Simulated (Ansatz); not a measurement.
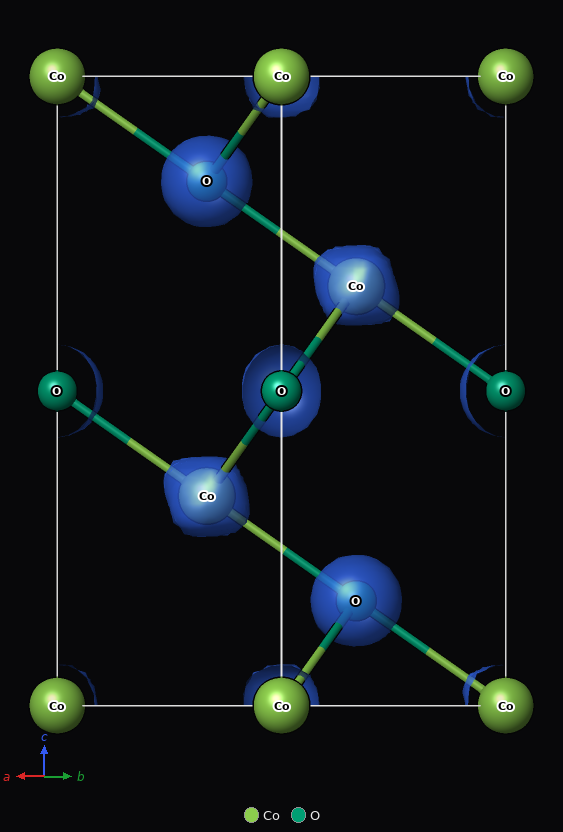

The picture shows: CoO. Density of the Kohn–Sham states from −8.4 to −5.6 eV about the valence-band maximum (the lower third of the upper valence band), scaled to one electron a cell: blue surface at 0.15 1/Å³, in the conventional cell seen along [110].

Space group R-3m; the calculation finds a residual pressure of about 10 GPa at this fixed cell; spin-polarised. Net moment 3.0 μB in the 2-atom cell of the calculation; other magnetic orders weren't tried. Effective Hubbard U: 3.3 eV on Co d. The cell comes from a database of computed structures, not from a measurement.

These are results of DFT PBE+U, scalar-relativistic, plane waves, PAW in Ansatz 0.2.0, not measurements.

Core electrons are frozen (PAW), so the fields are smoothed inside the atomic spheres.

Question: Which atoms and orbitals make up these states?

Answer: Projected on a minimal set of atomic orbitals (Löwdin), they are Co 3d (45 %) and O 2p (45 %).
In space (atomic cells sized by Bader volumes) the density divides as O about 50 % and Co about 50 %.
Its net spin polarisation is +52 % (up less down).

Run time: 2 min on 2 threads of Intel(R) Xeon(R) Platinum 8259CL CPU @ 2.50GHz (Skylake/Cascade Lake), on a shared host, peak memory 2.2 GiB.
